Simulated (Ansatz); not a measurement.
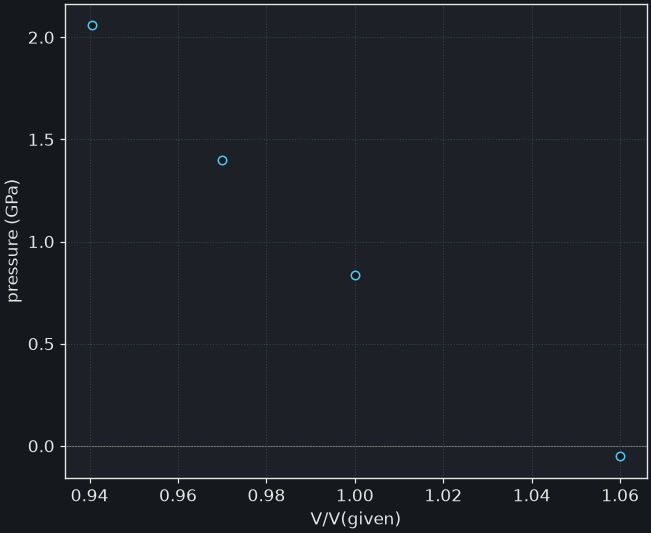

The plot gives the computed pressure against V/V(given) for KBr, space group Fm-3m (No. 225).

The given structure:
```
CELL_PARAMETERS angstrom
0.00000 3.29250 3.29250
3.29250 0.00000 3.29250
3.29250 3.29250 0.00000
ATOMIC_POSITIONS crystal
K 0.00000 0.00000 0.00000
Br 0.50000 0.50000 0.50000
```

Method: periodic Kohn-Sham DFT of a crystal at fixed atoms, scaled to the stated factor times the given cell; pressure positive in compression (Ansatz 0.2.0). Level: PBE.

- method: frozen-core PAW
- relativity: scalar
- k mesh: 6×6×6
- occupations: Fermi–Dirac
- smearing width: 0.01 eV
- wave cutoff: 420 eV
- PAW set: soft_2

V(given) is 35.69 Å³/atom.

The point at V/V(given) 1.030 is left out of the plot. What does the calculation give there?

```tsv
V/V(given)	pressure (GPa)
1.030	0.355
```
